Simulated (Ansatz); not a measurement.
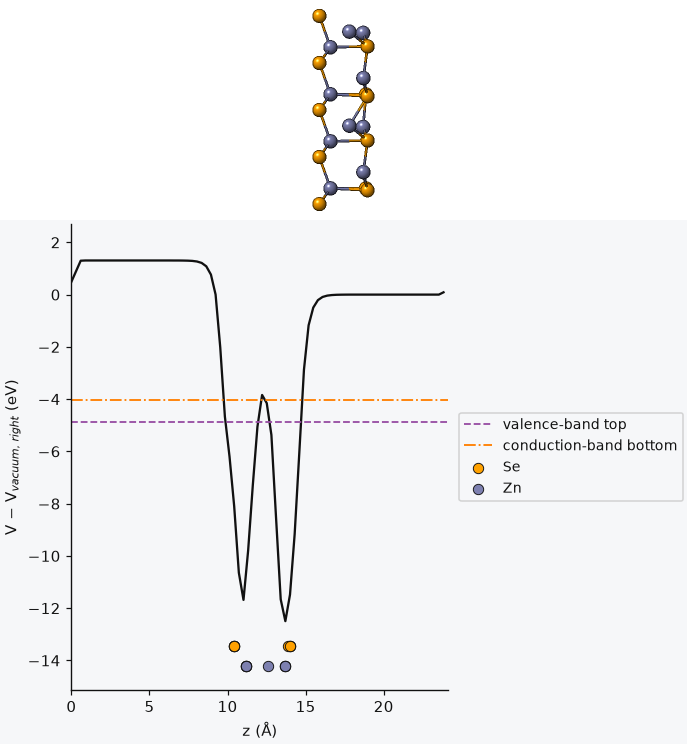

Plane-averaged electrostatic potential energy of an electron across the slab; circles at the bottom mark the heights of the atoms. The structure is drawn too.

Input of the run:

```
crystal:
  lattice:
    - [8.10604627, 0.0, 0.0]
    - [-4.053023135, 7.0200419941, 0.0]
    - [0.0, 0.0, 24.1243994152]
  atoms:
    - { symbol: Se, position: [0.5, 0.0, 0.331614473] }
    - { symbol: Se, position: [0.5, 0.5, 0.331614473] }
    - { symbol: Se, position: [0.0, 0.0, 0.331614473] }
    - { symbol: Se, position: [0.0, 0.5, 0.331614473] }
    - { symbol: Zn, position: [0.1666666667, 0.8333333333, 0.3659083789] }
    - { symbol: Zn, position: [0.1666666667, 0.3333333333, 0.3659083789] }
    - { symbol: Zn, position: [0.6666666667, 0.8333333333, 0.3659083789] }
    - { symbol: Zn, position: [0.6666666667, 0.3333333333, 0.3659083789] }
    - { symbol: Se, position: [0.6762576753, 0.8534329321, 0.4803821958] }
    - { symbol: Se, position: [0.675604807, 0.3230957313, 0.4803794783] }
    - { symbol: Se, position: [0.1659302249, 0.8334879354, 0.4756898299] }
    - { symbol: Se, position: [0.1468189202, 0.3239696182, 0.4807758711] }
    - { symbol: Zn, position: [0.3395542802, 0.6607944293, 0.4675151595] }
    - { symbol: Zn, position: [0.3390834355, 0.1797354085, 0.4670046886] }
    - { symbol: Zn, position: [0.8196065674, 0.6600633174, 0.467801767] }
    - { symbol: Zn, position: [0.8334242128, 0.1668815573, 0.4242439112] }
basis:
  ecutwfc: 420
kpoints:
  mp_grid: { grid: [2, 2, 1] }
hamiltonian:
  xc: pbe
scf:
  occupations: { method: gaussian, width: 0.05 }
output:
  forces: true
  eigenvalues: true
  write_density: true
  volumetric_format: npy
efield:
  axis: 3
  dipole_correction: true
  ramp_width: 0.04
```

Command:
```bash
ansatz run input.yaml --threads 4 --pin off --max-ram 10240MiB --backend cpu --events-out ev --progress --plain --runs-dir out
```

**What are the ionisation potential and the electron affinity of the slab?**

From the vacuum level at the right face the ionisation potential is 4.87 eV and the electron affinity 4.04 eV; at the left face they are 6.17 and 5.34 eV. The slab's gap, their difference before rounding, is 0.83 eV.

**How thick are slab and vacuum?**

The outermost atoms are 3.6 Å apart, which leaves 20.5 Å of vacuum in a cell 24.1 Å high.

The atoms aren't at rest in this cell (largest force 0.6 eV/Å), so the relaxed material can differ.
